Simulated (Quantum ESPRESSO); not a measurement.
# A series of single points on SrCl₂

System: SrCl₂ (Fm-3m, 3 atoms in the cell).
Method: Kohn-Sham DFT of a periodic cell, PBE, SSSP 1.3 efficiency PBE, no spin polarisation (Quantum ESPRESSO 7.5).

The 7 runs differ only in the geometry, by an even scaling of the cell at fixed fractional positions. The structure derives from an entry of the Crystallography Open Database.

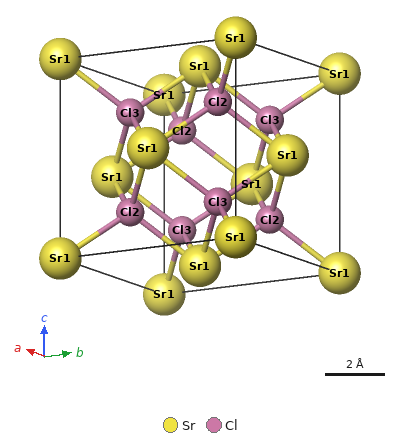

Figure 1. The structure of run 4 (ball-and-stick view of the cell 4 times as large as that of the calculation, set on its symmetry axes, seen at an oblique angle; atoms are numbered from 1 in the order of the input).

### Input of run 4
```
&CONTROL
  calculation = 'scf'
  prefix = 'pwscf'
  outdir = './tmp'
  pseudo_dir = './pseudo'
  tprnfor = .true.
  tstress = .true.
  disk_io = 'nowf'
/
&SYSTEM
  ibrav = 0
  nat = 3
  ntyp = 2
  ecutwfc = 55
  ecutrho = 440
  nbnd = 19
  occupations = 'smearing'
  smearing = 'fd'
  degauss = 0.00367493
/
&ELECTRONS
  conv_thr = 6d-10
  electron_maxstep = 120
  mixing_beta = 0.5
/
ATOMIC_SPECIES
Sr    87.6200 Sr_pbe_v1.uspp.F.UPF
Cl    35.4500 cl_pbe_v1.4.uspp.F.UPF
CELL_PARAMETERS angstrom
   0.0000000000    3.4883500000    3.4883500000
   3.4883500000    0.0000000000    3.4883500000
   3.4883500000    3.4883500000    0.0000000000
ATOMIC_POSITIONS crystal
Sr     0.0000000000    0.0000000000    0.0000000000
Cl     0.7500000000    0.7500000000    0.7500000000
Cl     0.2500000000    0.2500000000    0.2500000000
K_POINTS automatic
7 7 7 0 0 0
```

Command:
```bash
OMP_NUM_THREADS=1 pw.x -in pw.in > pw.out
```

Run 2 differs from it as follows:
```diff
-   0.0000000000    3.4883500000    3.4883500000
-   3.4883500000    0.0000000000    3.4883500000
-   3.4883500000    3.4883500000    0.0000000000
+   0.0000000000    3.4412043558    3.4412043558
+   3.4412043558    0.0000000000    3.4412043558
+   3.4412043558    3.4412043558    0.0000000000
```

### Results, with one run withheld

```csv
run,volume per atom (Å³),"free energy per atom, from the lowest run given (meV)",pressure (GPa),gap on the mesh (eV)
1,26.601,25.91,3.65,5.58
2,27.167,?,?,?
3,27.733,6.96,1.76,5.46
4,28.299,2.14,0.96,5.38
5,28.865,0.00,0.24,5.30
6,29.431,0.27,−0.40,5.22
7,29.997,2.71,−0.98,5.15
```

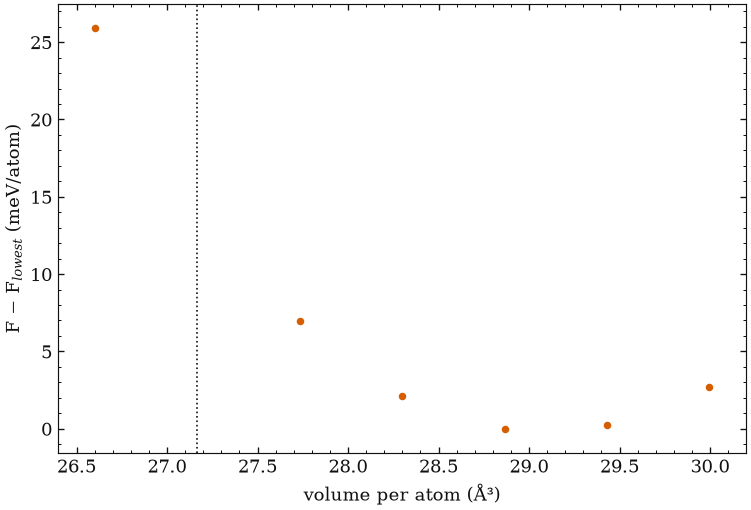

Figure 2. Free energy per atom of the runs given; the dotted line marks run 2.

What should run 2 give?

A cubic polynomial in V^(−2/3) (the Birch–Murnaghan form), fitted to the 6 runs given, misses them by under 0.01 meV per atom. With x = V^(−2/3) − 0.10730 Å⁻², it reads F = 1.3118 + 1913 x + 6.2069e+05 x² + 1.3958e+06 x³ (meV per atom). At run 2 it gives 14.77 meV per atom, and the run itself gives 14.78. The slope of the fit gives a pressure −dF/dV of 2.66 GPa there, and the run prints 2.65 GPa. The fit has its minimum at 29.079 Å³ per atom, where V d²F/dV² gives 33.6 GPa: the bulk modulus at this level, since symmetry fixes the shape and the positions. The gap on the mesh goes, without turning, from 5.58 eV in run 1 to 5.15 eV in run 7; run 2 has 5.54 eV. These are gaps of this functional on this mesh, which can miss the band edges; they aren't the measured gap.

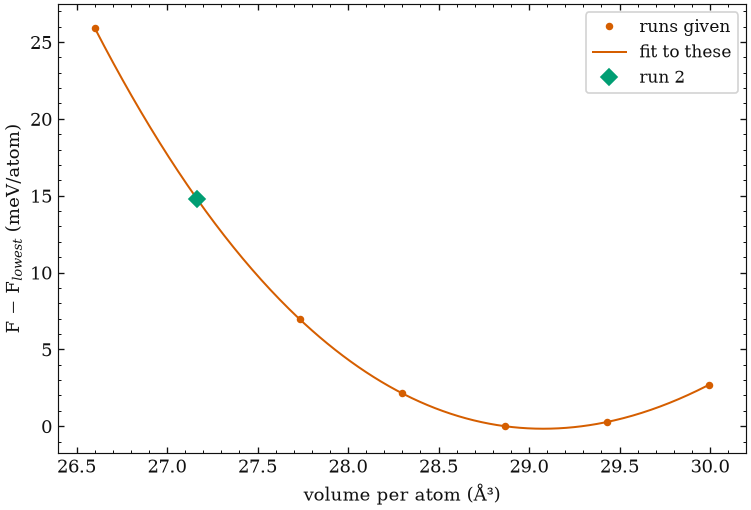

Figure 3. The fit and the withheld run.

### Some lines of the output (run 2)
```
[...]
     unit-cell volume          =     549.9940 (a.u.)^3
     number of k points=    20  Fermi-Dirac smearing, width (Ry)=  0.0037
     total energy              =    -137.24837873 Ry
     total energy              =    -137.27616607 Ry
     total energy              =    -137.27686176 Ry
     total energy              =    -137.27696898 Ry
     total energy              =    -137.27698587 Ry
     total energy              =    -137.27698687 Ry
     total energy              =    -137.27698692 Ry
     the Fermi energy is     6.3575 ev
!    total energy              =    -137.27698693 Ry
     The total energy is F=E-TS. E is the sum of the following terms:
     Computing stress (Cartesian axis) and pressure
          total   stress  (Ry/bohr**3)                   (kbar)     P=       26.54
```

Notes on the run: negative rho.
